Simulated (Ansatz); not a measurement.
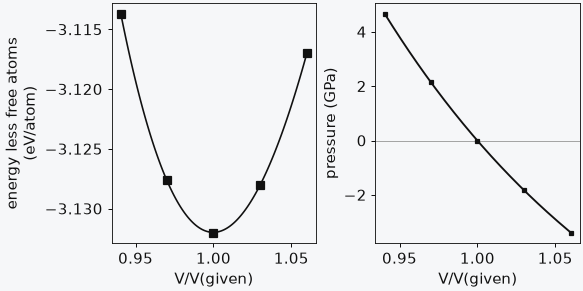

The picture above shows the energy less free atoms and pressure against V/V(given) for Se, space group P6_3/mmc (No. 194).

Cell as given: a = 3.684 Å, b = 3.684 Å, c = 3.813 Å, α = 90.00°, β = 90.00°, γ = 120.00°; 2 atoms.

How it was computed, with Ansatz 0.2.0: periodic Kohn-Sham DFT of a crystal at fixed atoms, scaled to the stated factor times the given cell; pressure positive in compression, energy less spherical unpolarised free atoms. Level: PBE.

method all-electron LAPW; relativity scalar; k mesh 19×19×10; occupations Fermi–Dirac; smearing width 0.03 eV; basis error target 0.5 (meV/atom); nucleus Gaussian.

V(given) is 22.40 Å³/atom.

### Give the fitted equation-of-state parameters.

A third-order Birch–Murnaghan fit gives V0 = 22.40 Å³/atom, B0 = 66.1 GPa and B′ = 4.6.

### How does the pressure vary with V/V(given)?

It falls from 4.662 GPa at V/V(given) 0.941 to −3.385 GPa at 1.060, and changes sign near 1.000.

Caveats: shape and atomic fractions are frozen while scaling, which makes layered, chain and framework solids too stiff.
